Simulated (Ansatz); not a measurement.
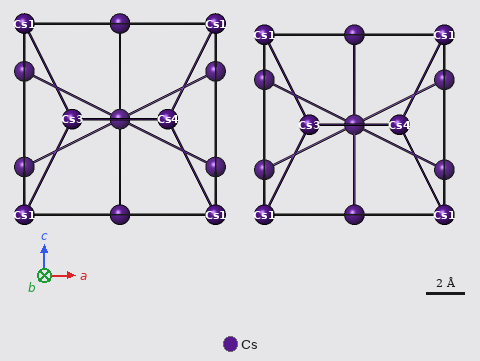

Two geometries of crystalline Cs (a generated structure, set up in Pm-3n), drawn at one scale. One is the start of a relaxation, the other its converged end. Style: ball-and-stick. Shown: the cell of the calculation, along the b axis.

Method: Ansatz, DFT, RPBE, plane waves (420 eV) with PAW, scalar-relativistic. (plane-wave cutoff 420 eV; k-point mesh 3 × 3 × 3; occupations fermi dirac; smearing width 0.1 eV; no spin polarisation; cell and atoms relaxed; force threshold 0.01 eV/Å; at most 60 steps)

Which one is relaxed?

The left one is the relaxed one. Phase: A15. The atoms keep their places relative to the cell (all moves are under 0.005 Å). The drawn cell changes as follows: a = b = c 9.596 → 10.194 Å (+6.2 %); the volume changes by +19.9 %. Among the contacts that change: Cs–Cs 5.364 → 5.699 Å, Cs–Cs 4.798 → 5.097 Å. The space group stays Pm-3n (No. 223). The energy falls by 0.202 eV per cell of the calculation in 3 accepted moves (4 points after the start). All forces vanish by symmetry, so only the cell relaxes. The pressure goes from 0.41 to 0.01 GPa. At 1 point the geometry stayed and the basis and grid were re-selected for the new cell (energy shift of 1.3 meV per cell of the calculation at most each time).
